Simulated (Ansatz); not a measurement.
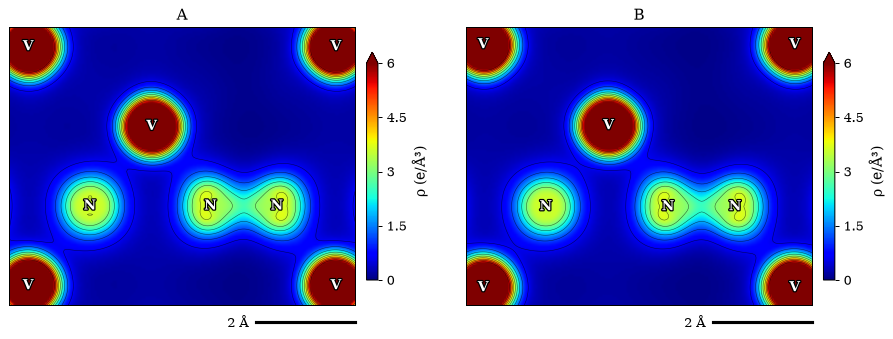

V2N3. The valence pseudo-density of two cells that differ in size, on the (110) plane of each (indices in the axes of the calculation cell), at one length scale and on one colour scale; one has 8.2 and the other 8.6 Å³ an atom.

The calculation used DFT r2SCAN, scalar-relativistic, plane waves, PAW (Ansatz).

The larger cell:

```xyz
5
Lattice="2.8180 0.0000 0.0000 -1.4090 2.4405 0.0000 0.0000 0.0000 6.2571" Properties=species:S:1:pos:R:3 pbc="T T T"
V     1.4090    0.8135    1.8697
V     0.0000    1.6270    4.3874
N     0.0000    0.0000    3.1285
N     0.0000    0.0000    0.6731
N     0.0000    0.0000    5.5839
```

The smaller cell: a = 2.772 Å, b = 2.772 Å, c = 6.181 Å, α = 90.00°, β = 90.00°, γ = 120.00°.

Which panel shows the smaller cell, and what does the compression change?

Panel A is the smaller cell, by 4 % in volume. From the larger cell to the smaller, V–N goes from 2.02 to 1.99 Å, and the density at its midpoint from 0.68 to 0.73 e/Å³; N–N goes from 1.35 to 1.33 Å; the pressure goes from −4.8 to 10 GPa.
